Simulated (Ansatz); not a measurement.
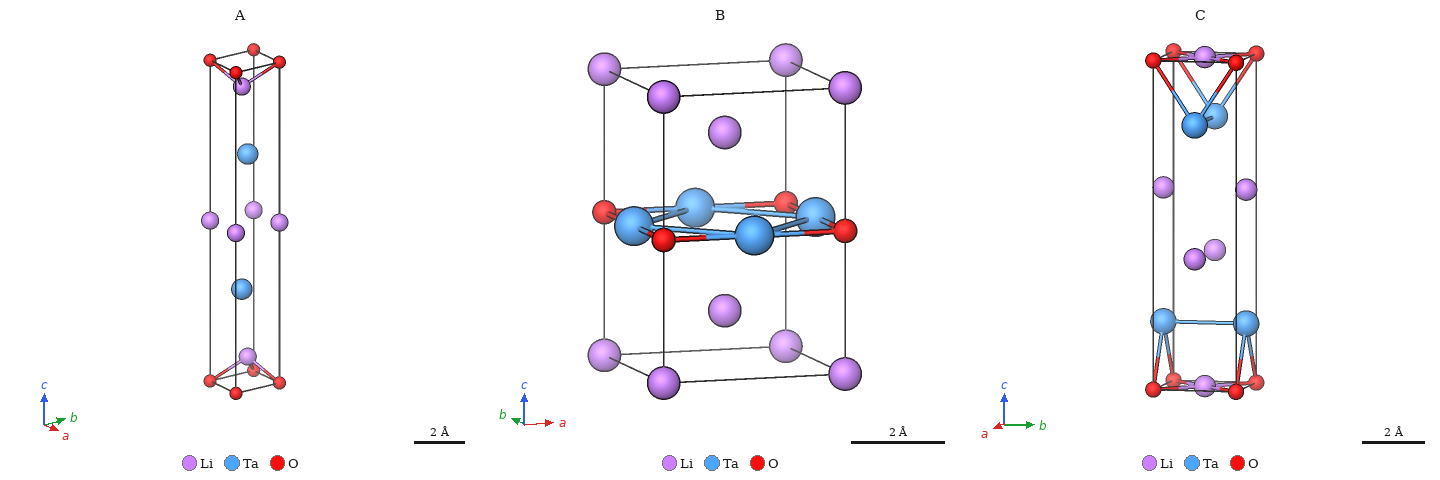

Three structures of Li$_{3}$Ta$_{2}$O, each relaxed to rest (conventional cells in solid outline, small ones repeated, each panel with its own scale). Method: DFT PBE, scalar-relativistic, plane waves, PAW in Ansatz, without spin polarisation.

**Name the structure in each panel.**

A: 6 atoms a cell on a primitive hexagonal lattice, P-3m1; B: 6 atoms a cell on a primitive tetragonal lattice, P4/mmm; C: 6 atoms a cell on a primitive tetragonal lattice, P-4m2.

**Which of these is lowest in energy, and how far above it do the others lie?**

A, then B (+169 meV/atom) and C (+201 meV/atom), energies at zero smearing.

**Collect the results in a table.**

| panel | structure | E − E(lowest) (meV/atom) | volume (Å³/atom) | gap (eV) |
| --- | --- | --- | --- | --- |
| A | P-3m1 | 0 | 15.1 | metal |
| B | P4/mmm | 169 | 17.6 | metal |
| C | P-4m2 | 201 | 13.9 | metal |

Some of these may be structure types tried for this composition rather than known phases, and the most stable form need not be among them. Gaps are taken on the k-mesh or band path of each run.
